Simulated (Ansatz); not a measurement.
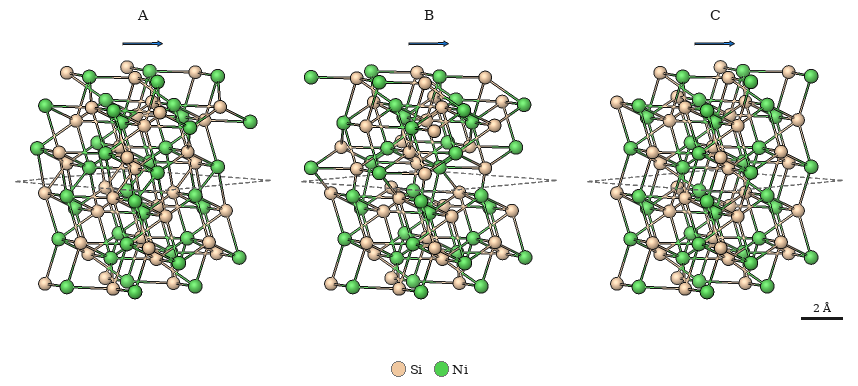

A scan of crystalline SiNi (P2_13): the crystal above a cut along the (1 0 0) plane of the conventional cell (between a plane of Ni/Si below and one of Ni/Si above, 1.33 Å apart) is slid rigidly by fractions of an in-plane lattice vector 6.32 Å long (a generalised stacking fault). One cut stands in each cell, which starts 8.9 Å high; nothing is relaxed, and the dashed outline marks the cut, the arrow on top the direction of slip. A ball-and-stick model of the layers on both sides of the cut, seen from the side, nearly along the cut plane.

Level of theory: DFT PBEsol, scalar-relativistic, plane waves, PAW (Ansatz). Set-up: plane-wave cutoff 420 eV; k-point mesh 9 × 9 × 5; occupations gaussian; smearing width 0.15 eV; no spin polarisation. Energies (free energies at the smearing named) are counted from the relaxed crystal.

Q: Order these geometries by energy, lowest first.

A: Lowest first: C (the slip 0.00, 0 mJ/m²), A (the slip 0.833, 2138 mJ/m²), B (the slip 0.333, 10750 mJ/m²). Over the whole scan: the curve starts and ends at zero, since a full lattice vector restores the crystal. Its highest computed point is 10750 mJ/m² at slip 0.333. The points are too sparse to place its extrema closely. Relaxation across the fault would lower the values.

Limits of the set-up: an element that often carries a moment was run without spin polarisation.
